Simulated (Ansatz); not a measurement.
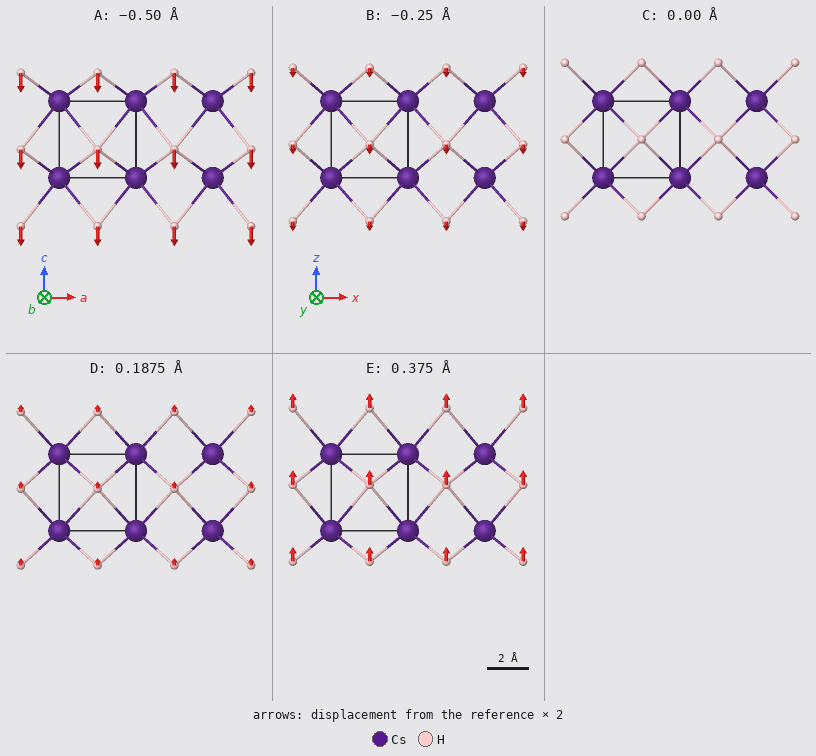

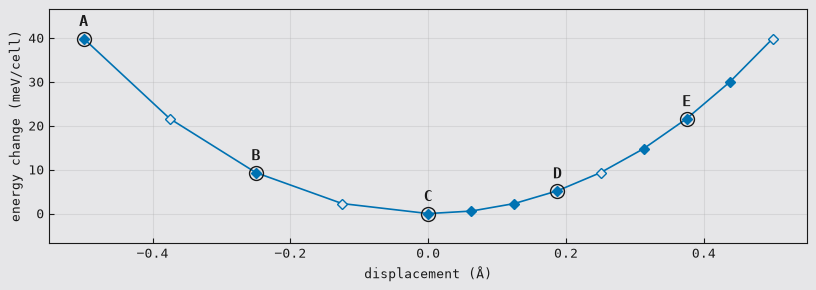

Energy scan for solid CsH (Pm-3m), in which the whole H sublattice is shifted rigidly, along Cartesian [0 0 1], all else fixed. The lettered frames are marked on the plot. Hollow markers are points alike by symmetry, not computed again. The picture is a ball-and-stick view of the cell of the calculation, repeated 2 × 1 × 1 with one cell outlined, seen along the b axis. Red arrows: displacements from the reference.

Computed with DFT LDA, scalar-relativistic, plane waves, PAW in Ansatz 0.2.0. Set-up: plane-wave cutoff 420 eV; k-point mesh 8 × 8 × 8; occupations gaussian; smearing width 0.05 eV; no spin polarisation. Energies (free energies at the smearing named) are counted from the cell as listed in its source, which wasn't relaxed.

**Describe the profile.**

Of the computed points the lowest is at the displacement 0.00 Å, 0.0 meV/cell. The end points stand at 39.9 meV/cell (−0.50 Å) and 39.9 meV/cell (0.50 Å). The curvature at zero is about 0.29 eV/Å² per cell. The well is symmetric. At the highest point the shortest interatomic distance is 3.05 Å, against 3.31 Å in the reference. The distortion takes the space group from Pm-3m to P4mm.
